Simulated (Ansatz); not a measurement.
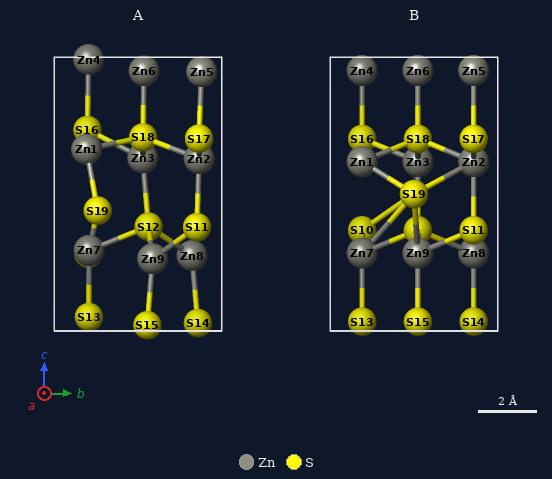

Two geometries of a defect cell of composition Zn$_{9}$S$_{10}$, drawn at one scale. One is the start of a relaxation, the other its converged end. A ball-and-stick model of the cell of the calculation, reduced to other axes (origin shifted), seen along the a axis. Lengths and directions refer to the drawn axes.

All numbers below come from DFT PBE, scalar-relativistic, plane waves, PAW in Ansatz. (plane-wave cutoff 420 eV; k-point mesh 2 × 2 × 2; occupations gaussian; smearing width 0.02 eV; no spin polarisation; atoms relaxed in a fixed cell; force threshold 0.02 eV/Å; at most 60 steps)

Which one is relaxed?

Structure A is the relaxed one. Case: S interstitial, charge +0, atoms relaxed. After 13 accepted moves (15 points after the start) the energy has fallen by 2.829 eV per cell of the calculation. Largest force component: 1.4 eV/Å at the start, 0.0068 eV/Å at the end. The line search rejected the trial step at point 14 of the run. 1 step only repeated the SCF at the same geometry. The atom that moves furthest is S19 (1.50 Å roughly along [2 −3 −1]). Largest moves by element: S 1.50 Å, Zn 0.52 Å. The cell doesn't change. Among the contacts that change: Zn2–S19 2.526 → 4.028 Å, Zn1–S10 2.362 → 3.652 Å, Zn4–S10 3.939 → 2.803 Å, S11–S19 2.587 → 3.565 Å. Bonds break, among them: Zn2–S19 (2.53 → 4.03 Å), Zn3–S19 (2.64 → 3.44 Å). Among the angles between lasting bonds that change: Zn8–S10–S19 167.8° → 112.4°, Zn1–S19–S10 60.5° → 115.8°, S17–Zn1–S19 170.5° → 117.9°. Cost: 85 s on 4 threads of Oxide Virtual Turin-like Processor (Zen 5), with other jobs on the host, peak memory 1.2 GiB.

Limits of the set-up: the periodic images lie only 6.7 Å apart, so the values are limited by the cell's size.
